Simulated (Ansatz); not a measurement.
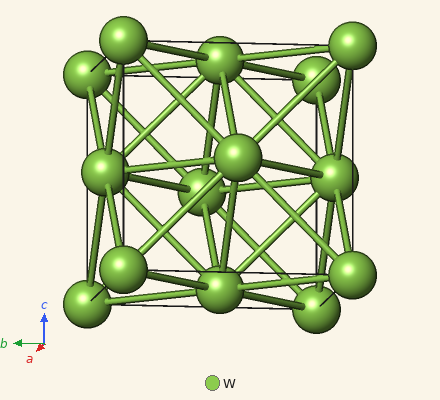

W (Fm-3m, No. 225): the geometry given to an electronic-structure calculation, possibly off equilibrium; the starting structure was generated, so it need not be a known form of this composition.

```cif
data_structure
_symmetry_space_group_name_H-M 'Fm-3m'
_symmetry_Int_Tables_number 225
_cell_length_a 3.9813
_cell_length_b 3.9813
_cell_length_c 3.9813
_cell_angle_alpha 90.000
_cell_angle_beta 90.000
_cell_angle_gamma 90.000
_cell_volume 63.11
loop_
_atom_site_label
_atom_site_type_symbol
_atom_site_symmetry_multiplicity
_atom_site_Wyckoff_symbol
_atom_site_fract_x
_atom_site_fract_y
_atom_site_fract_z
_atom_site_occupancy
W1 W 4 a 0.00000 0.00000 0.00000 1
```

What will an integrated-DPC-like image along [111] show? Simulated as the projected potential of neutral atoms (B = 0.5 Å²) blurred by a 0.61 Å probe, the thin-sample limit of integrated differential phase contrast. The display is stretched by a gamma of 0.65; percentages refer to the linear signal. Shot noise was added.

The columns repeat on a hexagonal net with a repeat of 1.63 Å (plane group p6mm). All columns are alike (W). The shortest distance between visible columns is 1.63 Å in projection. Along the beam the structure repeats every 6.90 Å.

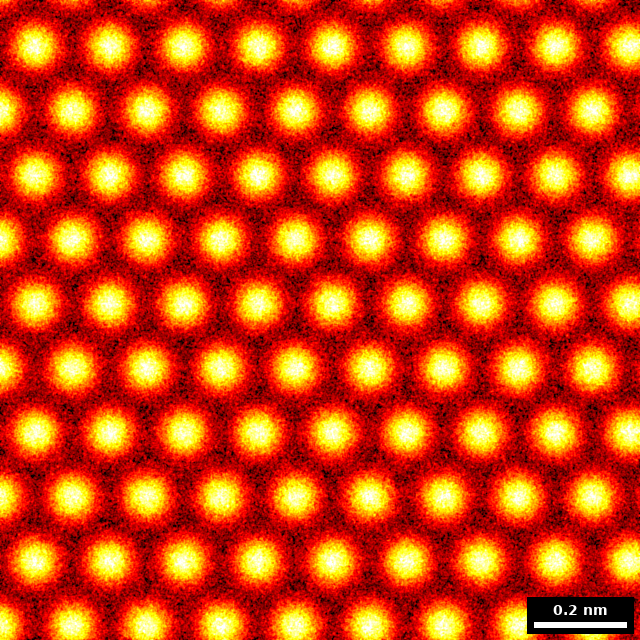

The simulated image.
